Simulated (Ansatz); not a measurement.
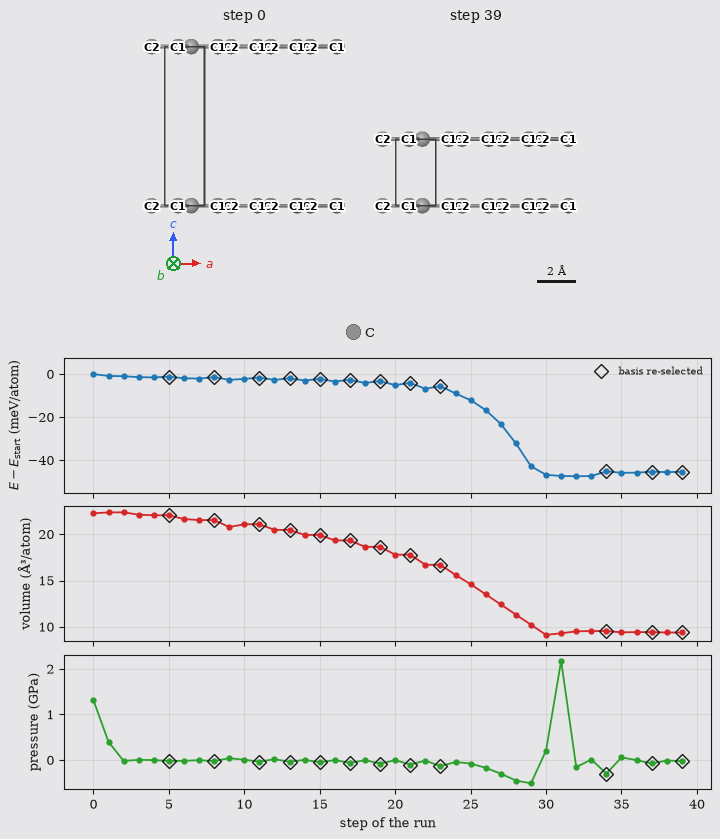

First and last geometry of a relaxation of solid C (set up in P6/mmm), with the history of the run. The picture is a ball-and-stick view of the cell of the calculation, repeated 4 × 1 × 1 with one cell outlined, seen along the b axis.

Theory: DFT PBE+D3(BJ), scalar-relativistic, plane waves, PAW in Ansatz 0.2.0.

The input:
```yaml
crystal:
  lattice:
    - [2.4561701622, 0.0, 0.0]
    - [-1.2280850811, 2.1271057565, 0.0]
    - [0.0, 0.0, 8.52380336]
  atoms:
    - { symbol: C, position: [0.33333333, 0.66666667, 0.0] }
    - { symbol: C, position: [0.66666667, 0.33333333, 0.0] }
basis:
  ecutwfc: 420
kpoints:
  mp_grid: { grid: [18, 18, 6] }
hamiltonian:
  xc: pbe
  dispersion: d3bj
scf:
  occupations: { method: gaussian, width: 0.1 }
output:
  forces: true
  stress: true
  eigenvalues: true
  write_density: true
  write_potential: true
  elf: true
  volumetric_format: npy
relax:
  adjacent_minimum: "off"
  f_tol: 0.005
  max_steps: 80
  cell: { stress_tol: 0.05 }
```

Run as
```bash
ansatz run input.yaml --threads 4 --pin off --max-ram 8192MiB --backend cpu --events-out ev --progress --plain --runs-dir out
```

Did the run converge, and what did it change?

Answer. It converged. No atom moves by more than 0.005 Å relative to the cell. The volume changes by −57.9 %, with a = b 2.456 → 2.465 Å (+0.3 %), c 8.524 → 3.567 Å (−58.1 %). Near-neighbour distances that change, for instance: C1–C2 1.418 → 1.423 Å. The space group stays P6/mmm (No. 191). After 27 accepted moves (39 points after the start) the energy has fallen by 45.4 meV per atom. All forces vanish by symmetry, so only the cell relaxes. The pressure goes from 1.31 to −0.02 GPa. At 12 points the geometry stayed and the basis and grid were re-selected for the new cell (energy shift of 2.2 meV per atom at most each time). Cost: 55 s on 4 threads of Arm Neoverse N1, with other jobs on the host, peak memory 0.37 GiB.
